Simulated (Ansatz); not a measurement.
# Where H_O puts its levels in the gap of Al2O3 (R-3c)

Wanted: the transition levels of a hydrogen on a lattice site in Al2O3 (R-3c), from a cell of 80 host atoms with 1 O taken out and 1 H put in.

Main program and level: Ansatz 0.2.0; place-levels on PBEsol runs: charge-transition levels and formation energies with image-charge correction and potential alignment at the atomic sites.

Experimental background.

For Al2O3, alpha (corundum) (high-purity reference sample), “Multi-petahertz electron interference in Cr:Al2O3 solid-state material” (2018, pmc:5906618) quotes earlier work: band gap (optical band gap of host from absorption) 8.7 eV [literature value quoted for a high-purity sample; optical absorption edge, temperature …].

This is a report of a sequence of runs, with most program output left out.

### Step 1. The structure

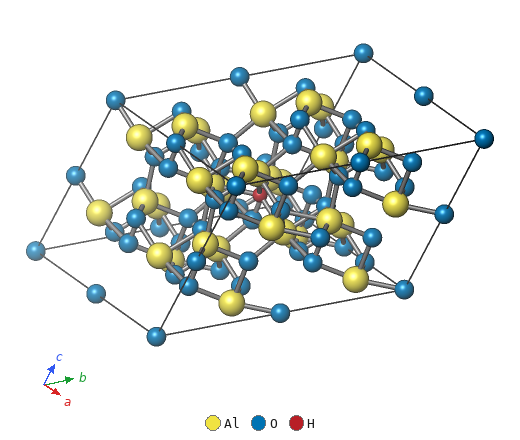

The cell as given, slightly off an axis (aluminium yellow, oxygen blue, hydrogen red). Bonds to atoms that aren't drawn are left out. Some periodic images of atoms are drawn too.

The cell holds 80 atoms: 32 Al, 47 O and 1 H. Cell: a = 10.280 Å, b = 10.280 Å, c = 10.280 Å, α = 55.3°, β = 55.3°, γ = 55.3°. It derives from Al2O3 (space group R-3c). Nearest the centre at fractional (0.625, 0.278, 0.472): H49 at 0.00 Å, Al41 at 1.86 Å, Al2 at 1.86 Å, Al54 at 1.97 Å, Al53 at 1.97 Å, O16 at 2.53 Å, O80 at 2.53 Å, O58 at 2.62 Å.

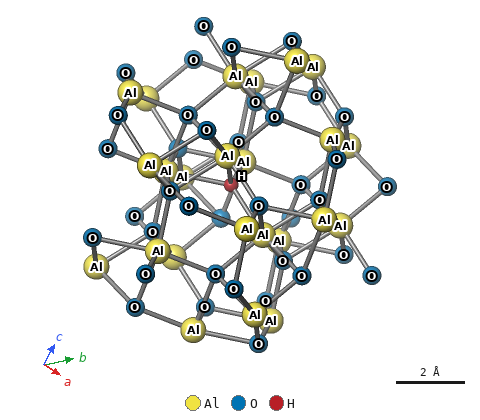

The atoms within 5 Å of the centre.

Known beforehand: the electronic dielectric constant, (3.30, 3.30, 3.26), and the static one, (9.72, 9.72, 11.81), computed on the host (DFPT, PBEsol).

The cell's shortest repeat is 9.5 Å.

### Step 2. The runs of each charge state

A transition level is the Fermi level at which two charge states cost the same, so each charge needs its own total energy, at its own relaxed structure.

Each atom starts 0.05 Å or so off its site in a random direction: a symmetric start keeps its symmetry, and would miss off-centre moves and Jahn–Teller distortions. Forces are taken at one point at (¼, ¼, ¼). The cell holds 1 electron more than the neutral one, with a uniform background that keeps it neutral on the whole.

The sampling was tested on the host first: at the k-points planned (1x1x1 shifted 0.25 0.25 0.25) its energy lies 0.004 eV an atom from the dense-mesh value, under the bound of 0.02 eV set for this test; that bounds the host's error, not the defect's.

One of the inputs; charge, spin and start change from state to state.

qm1.relax/input.yaml reads:

```yaml
crystal:
  lattice:
    - [4.77386743, 2.75619364, 8.67653806]
    - [-4.77386743, 2.75619364, 8.67653806]
    - [0.0, -5.51238729, 8.67653806]
  atoms:
    - { symbol: Al, position: [0.32396044, 0.32396044, 0.32396044] }
    - { symbol: Al, position: [0.42603956, 0.42603956, 0.42603956] }
[... 8 atom lines left out ...]
    - { symbol: Al, position: [0.32396044, 0.32396044, 0.82396044] }
[... 4 atom lines left out ...]
    - { symbol: O, position: [0.47207012, 0.125, 0.77792988] }
[... 1 atom line left out ...]
    - { symbol: O, position: [0.375, 0.22207012, 0.52792988] }
[... 1 atom line left out ...]
    - { symbol: O, position: [0.27792988, 0.47207012, 0.625] }
[... 5 atom lines left out ...]
    - { symbol: O, position: [0.47207012, 0.625, 0.27792988] }
[... 14 atom lines left out ...]
    - { symbol: Al, position: [0.82396044, 0.32396044, 0.32396044] }
[... 2 atom lines left out ...]
    - { symbol: Al, position: [0.67603956, 0.17603956, 0.17603956] }
    - { symbol: O, position: [0.72207012, 0.02792988, 0.375] }
    - { symbol: O, position: [0.97207012, 0.125, 0.27792988] }
    - { symbol: O, position: [0.52792988, 0.375, 0.22207012] }
[... 1 atom line left out ...]
    - { symbol: H, position: [0.625, 0.27792988, 0.47207012] }
    - { symbol: O, position: [0.77792988, 0.47207012, 0.125] }
[... 2 atom lines left out ...]
    - { symbol: Al, position: [0.57396044, 0.07396044, 0.57396044] }
    - { symbol: Al, position: [0.67603956, 0.17603956, 0.67603956] }
[... 2 atom lines left out ...]
    - { symbol: O, position: [0.52792988, 0.375, 0.72207012] }
    - { symbol: O, position: [0.875, 0.22207012, 0.52792988] }
[... 3 atom lines left out ...]
    - { symbol: Al, position: [0.92603956, 0.92603956, 0.42603956] }
[... 2 atom lines left out ...]
    - { symbol: O, position: [0.72207012, 0.52792988, 0.375] }
[... 14 atom lines left out ...]
    - { symbol: O, position: [0.77792988, 0.97207012, 0.625] }
  host:
    repeats: [2, 2, 2]
    atoms:
      - { symbol: Al, position: [0.64792089, 0.64792089, 0.64792089] }
      - { symbol: Al, position: [0.85207911, 0.85207911, 0.85207911] }
      # ... 8 more atoms of the perfect host
total_charge: -1
basis:
  ecutwfc: 420
  xc_grid: 2
hamiltonian:
  xc: pbesol
kpoints:
  mp_grid: { grid: [1, 1, 1], shift: [0.25, 0.25, 0.25] }
scf:
  occupations: { method: fixed }
  max_iter: 60
output:
  forces: true
  charged_corrections:
    epsilon: [3.3, 3.3, 3.26]
    static_epsilon: [9.72, 9.72, 11.81]
    defect_position: [0.625, 0.278073, 0.471927]
relax:
  f_tol: 0.02
  max_steps: 80
  random_displacement: { amplitude: 0.05, seed: 3377 }
checkpoint:
  write: "../qm1.relax.run"
  compress: false
  write_wavefunctions: true
  write_every: 100000
```

Launch:

```
$ ansatz run input.yaml --threads 8 --pin off --max-ram 22609MiB --backend cpu --events-out ev --progress --plain --runs-dir out
```

Defect states can disperse in a cell of this size, so the energy is taken again at a 2×2×2 shifted mesh, on the relaxed structure.

The run of this state that the levels use, under PBEsol:

qm1.point/input.yaml reads:

```yaml
crystal:
  checkpoint: "../qm1.relax.run"
  host: checkpoint
total_charge: -1
basis:
  ecutwfc: 420
  xc_grid: 2
hamiltonian:
  xc: pbesol
kpoints:
  mp_grid: { grid: [2, 2, 2], shift: [0.5, 0.5, 0.5] }
scf:
  occupations: { method: fermi_dirac, width: 0.01 }
  max_iter: 60
output:
  forces: true
  eigenvalues: true
  charged_corrections:
    epsilon: [3.3, 3.3, 3.26]
    static_epsilon: [9.72, 9.72, 11.81]
    defect_position: [0.625, 0.278073, 0.471927]
  eigenstates: { localisation: true }
  populations: true
  band_densities: [{ bands: [v1, v1] }, { bands: [c1, c1] }]
  write_density: true
  write_potential: true
  volumetric_format: npy
checkpoint:
  read: "../qm1.relax.run"
  write: "../qm1.point.run"
  compress: false
  write_wavefunctions: false
  write_every: 100000
```

Relaxations under PBEsol at one point at (¼, ¼, ¼); times on 8 threads of Arm Neoverse V2, shared host:

```
charge  moment (μB)  occupations    outcome  steps  largest displacement against the far atoms (Å)  time
    −1            0        fixed  converged     14                                            0.62  75 s
     0            1        fixed  converged      8                                            0.36  83 s
    +1            0        fixed  converged      5                                            0.11  27 s
    +2            1        fixed  converged      6                                            0.11  81 s
```

Single points under PBEsol at a 2×2×2 shifted mesh; times on 8 threads of Arm Neoverse V2, shared host:

```
charge  moment (μB)  occupations    outcome     time
    −1            0  fermi-dirac  converged     35 s
     0            1  fermi-dirac  converged     86 s
    +1            0  fermi-dirac  converged     34 s
    +2            1  fermi-dirac  converged  1.7 min
```

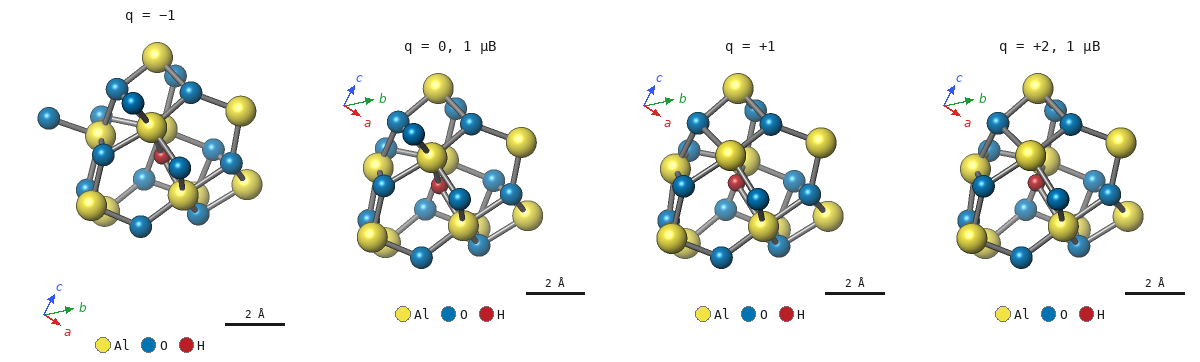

The structures near the centre after relaxation with PBEsol, by charge.

Distances (Å) from H49 to the nearest atoms after relaxation with PBEsol:

```
charge  moment (μB)       1.       2.       3.       4.       5.      6.
    −1            0  Al 1.55  Al 1.68   O 2.20  Al 2.31  Al 2.37  O 2.39
     0            1  Al 1.68  Al 1.85  Al 2.19  Al 2.25   O 2.39  O 2.42
    +1            0  Al 1.92  Al 1.92  Al 2.16  Al 2.16   O 2.56  O 2.56
    +2            1  Al 1.91  Al 1.91  Al 2.15  Al 2.15   O 2.56  O 2.56
```

### Step 3. place-levels, PBEsol

A charged cell interacts with its images and the background, and its potential has another zero than the host's. place-levels removes the first by a point-charge model, screened by the static dielectric constant since the ions have relaxed around the charge, and the second by comparing potentials at atoms far from the defect.

The host is a run of the defect-free crystal in the same cutoffs, grids and k-points, so that basis and sampling errors cancel in part in the differences. The host is run in a cell of 10 atoms on a matching mesh. Its band edges are searched through the zone by a band path, so the gap is smaller than, or equal to, that on the mesh. Chemical potentials are energies per atom of O (O2 molecule) and H (H2 molecule), run with the same functional and cutoff.

levels.point.yaml reads:

```yaml
host:
  run: host.point.run
states: [qm1.point.run, q0_M1.point.run, qp1.point.run, qp2_M1.point.run]
geometry_from:
  qm1.point.run: qm1.relax.run
  q0_M1.point.run: q0_M1.relax.run
  qp1.point.run: qp1.relax.run
  qp2_M1.point.run: qp2_M1.relax.run
  host.point.run: host.relax.run
chemical_potentials:
  O:
    energy: -558.282649
    dataset: "<sha256 of the dataset>"
  H:
    energy: -15.609288
    dataset: "<sha256 of the dataset>"
epsilon: [3.3, 3.3, 3.26]
static_epsilon: [9.72, 9.72, 11.81]
vertical:
  - { from: qm1.point.run, to: qm1.point_neutral.run }
  - { from: qp1.point.run, to: qp1.point_neutral.run }
  - { from: qp2_M1.point.run, to: qp2_M1.point_neutral.run }
```

Launch:

```
$ ansatz place-levels levels.point.yaml -- --threads 8 --pin off --max-ram 22609MiB
```

The job ended after 0.42 s (8 threads of Arm Neoverse V2, shared host).

Levels between the charges placed, in eV above the valence top:

```
        gap (eV)  (+2/+1)  (+1/0)  (0/−1)
PBEsol      6.03     0.00    5.76    5.94
```

Corrections by state:

```
charge  moment (μB)  image terms and alignment (eV)  band filling (eV)                                ε used  over the lowest of its charge, as the program ranks them, band filling apart (eV)
    +2          1.0                           0.441             -0.514  principal values (9.72, 9.72, 11.81)                                                                              0.000
    +1          0.0                           0.116                  -  principal values (9.72, 9.72, 11.81)                                                                              0.000
     0          1.0                           0.000                  -                                     -                                                                              0.000
    −1          0.0                           0.319                  -  principal values (9.72, 9.72, 11.81)                                                                              0.000
```

The charged structures listed were also run neutral, and place-levels reads from each pair, by the potential or the spins, how wide the charge is by which they differ; that can be the carrier of either run.

```
charge  rms radius (Å)  spread where it is widest against the cell (Å)  wide from (Å)  reading
    +2             4.1                                            2.64           1.36     wide
    +1             3.1                                            2.09           1.36     wide
    −1             1.6                                            1.10           1.36   narrow
```

The neutral runs of these pairs need not share the spin of the lowest neutral state, and very wide values only mean spread over the cell.

From the program's caveats on the states, each cut to its opening words:

- charge +2 (1 μB): it parts from the run at its places by a charge that spreads by about 2.6 Å along one vector (1.4 Å or more is wide), by its potential at epsilon [3.3, 3.3, [...]
- charge +2 (1 μB): a band-filling correction moves a carrier to the host's band edge, which changes its energy by -0.514 eV
- charge +2 (1 μB): its moments are held at its close (magnetization.spin_locking), by a field of 0.004 eV a Bohr magneton, and its energy and levels are of the state that this [...]
- charge +1: it parts from the run at its places by a charge that spreads by about 2.1 Å along one vector (1.4 Å or more is wide), by its potential at epsilon [3.3, 3.3, [...]
- charge 0 (1 μB): its displacements don't fall off away from the defect: farther atoms stand 0.014 Å off the host's places
- charge −1: its displacements don't fall off away from the defect: farther atoms stand 0.026 Å off the host's places

The host's formation energy from the elements is -3.094 eV per atom; it sets how far the chemical potentials can move.

Limit set by the element alone; other compounds of these elements are not counted. Chemical potentials from the elements' reference states: Al 0.00 eV, O -5.16 eV, H 0.00 eV. Formation energy by charge state (Al-rich; gap 6.03 eV):

```
charge  at valence top (eV)  at conduction bottom (eV)  correction included (eV)
    +2                -2.74                       9.32                     -0.07
    +1                -2.74                       3.29                      0.12
     0                 3.02                       3.02                      0.00
    −1                 8.96                       2.93                      0.32
```

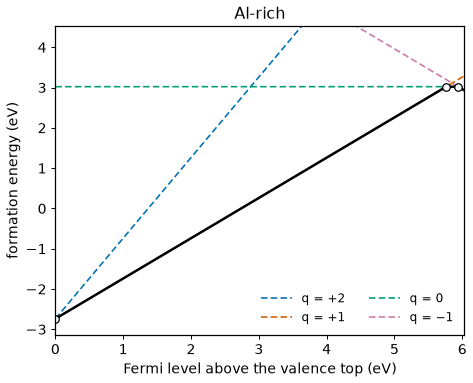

Formation energy against Fermi level; the thick line follows the lowest charge state and circles mark the transition levels.

Limit set by the element alone; other compounds of these elements are not counted. Chemical potentials from the elements' reference states: O 0.00 eV, Al -7.73 eV, H 0.00 eV. Formation energies (O-rich), with the Fermi level at the valence top and at the conduction bottom (gap 6.03 eV):

```
charge  at valence top (eV)  at conduction bottom (eV)  correction included (eV)
    +2                 2.42                      14.48                     -0.07
    +1                 2.42                       8.45                      0.12
     0                 8.18                       8.18                      0.00
    −1                14.12                       8.09                      0.32
```

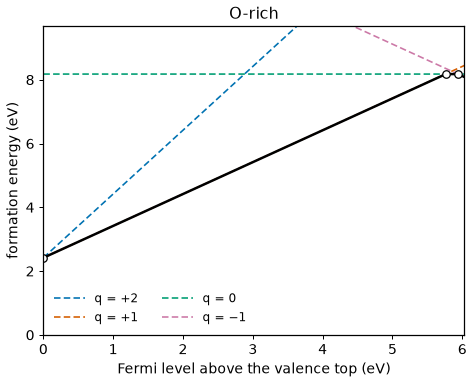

Formation energy against Fermi level; the thick line follows the lowest charge state and circles mark the transition levels.

### Step 4. Effect of the sampling

The relaxations' own energies give the levels at their sampling, for comparison.

levels.relax_mesh.yaml reads:

```yaml
host:
  run: host.relax.run
states: [qm1.relax.run, q0_M1.relax.run, qp1.relax.run, qp2_M1.relax.run]
chemical_potentials:
  O:
    energy: -558.282649
    dataset: "<sha256 of the dataset>"
  H:
    energy: -15.609288
    dataset: "<sha256 of the dataset>"
```

Launch:

```
$ ansatz place-levels levels.relax_mesh.yaml -- --threads 8 --pin off --max-ram 22609MiB
```

Elapsed: 0.12 s, on 8 threads.

Levels between neighbouring charges, in eV above the valence top:

```
                        gap (eV)  (+2/+1)  (+1/0)  (0/−1)
one point at (¼, ¼, ¼)      6.03     0.00    5.75    5.88
  a 2×2×2 shifted mesh      6.03     0.00    5.76    5.94
```

Going from one point at (¼, ¼, ¼) to a 2×2×2 shifted mesh moves the levels that carry no band-filling term by up to 0.05 eV and formation energies against the elements by up to 0.12 eV; band-filling terms, which differ between samplings, are in these energies.

### Step 5. A changed set-up

In this try the input is made faulty on purpose, to show what that does.

A choice is tested by changing it alone.

levels.try0.yaml is levels.point.yaml with these lines changed:

```diff
-epsilon: [3.3, 3.3, 3.26]
-static_epsilon: [9.72, 9.72, 11.81]
+epsilon: 1.0001
+static_epsilon: 1.0001
```

Launch:

```
$ ansatz place-levels levels.try0.yaml -- --threads 8 --pin off --max-ram 22609MiB
```

The change: no screening of the image charge.

Levels in eV above the valence top; the changed ones are not the defect's:

```
           gap (eV)  (+2/+1)  (+1/0)  (0/−1)
  changed      6.03     0.00    4.34    6.51
as set up      6.03     0.00    5.76    5.94
```

The largest shift is 1.42 eV, band-filling terms included.

### Step 6. Results

| Property | Result |
| --- | --- |
| gap of the host | 6.03 eV (PBEsol) |
| level (plus 2/plus 1) | 0.00 eV above the valence top (-0.51 eV above the valence top without the band-filling term) |
| level (plus 1/0) | 5.76 eV above the valence top |
| level (0/minus 1) | 5.94 eV above the valence top |
| lowest of the charges placed, just above the valence top (0.02 eV) | +1 |
| lowest of the charges placed, just below the conduction bottom (0.02 eV) | −1 |
| lowest formation energy at mid-gap of the charges run, Al-rich | 0.28 eV |
| lowest formation energy at mid-gap of the charges run, O-rich | 5.43 eV |

What this shows: Of the charges placed (−1, 0, +1 and +2), the lowest changes at 5.76 eV (+1/0) and 5.94 eV (0/−1) above the valence top, in a gap of 6.03 eV. (0/−1) lies nearer to a band edge than the share of the finite-size correction in it (0.32 eV), and that correction holds for a localised charge alone. (0/−1) lies 0.09 eV from a band edge, less than the doubt on such levels. Charges below −1 were not placed, so these runs say nothing of levels that involve them. States placed: +2 at 1 μB; +1 at 0 μB; 0 at 1 μB; −1 at 0 μB. Other spin states or structures, where not listed, weren't placed. The program finds carriers beyond a band edge of the host and adds a band-filling term at charge +2 (-0.51 eV); steps to such a charge show no bound level, and a defect level inside a band would be read the same way. H is taken at its element; compounds, which aren't counted here, bound the chemical potentials and would shift these formation energies. Going from one point at (¼, ¼, ¼) to a 2×2×2 shifted mesh moves the levels that carry no band-filling term by up to 0.05 eV and formation energies against the elements by up to 0.12 eV; band-filling terms, which differ between samplings, are in these energies. What this leaves open: PBEsol makes the gap too small and tends to spread out bound carriers; where a gas molecule sets a chemical potential or the host's formation energy, its binding is uncorrected; force components of up to 0.13 eV/Å remain in a run at the final settings.

Computed beside measured:

| quantity | measured | PBEsol |
| --- | --- | --- |
| band gap (least gap of the host; the measured gap is an optical one, which needn't be the least gap) (eV) | 8.7 | 6.03 (-2.67 eV) |

Measured values from pmc:5906618 (2018).

How well it matches: The band gap is off by -2.67 eV: a clear miss. Local and semilocal functionals usually give gaps below the measured ones. An optical gap can lie under the band gap by the exciton's binding. Zero-point and thermal motion shift the measured gap.

[Logs are printed without paths, hosts, clocks, repeated set-up lines and the standing remarks that a program may print on its own settings, such as how far it seeks lower states.]

[Hosts, paths, dates, database ids (printed as entryN), source tags and the programs' standing remarks are cut or masked in the printed files.]

[Where a table of states has a column of steps, it counts the stored structures, which are thinned; the runs took as many ionic steps or more.]

[A defect's name tells the site on which it was built; relaxed atoms can leave that site.]

[For some hosts the program warned that the k-mesh of the response run may be too coarse for force constants and the static dielectric constant; such warnings are not shown here.]
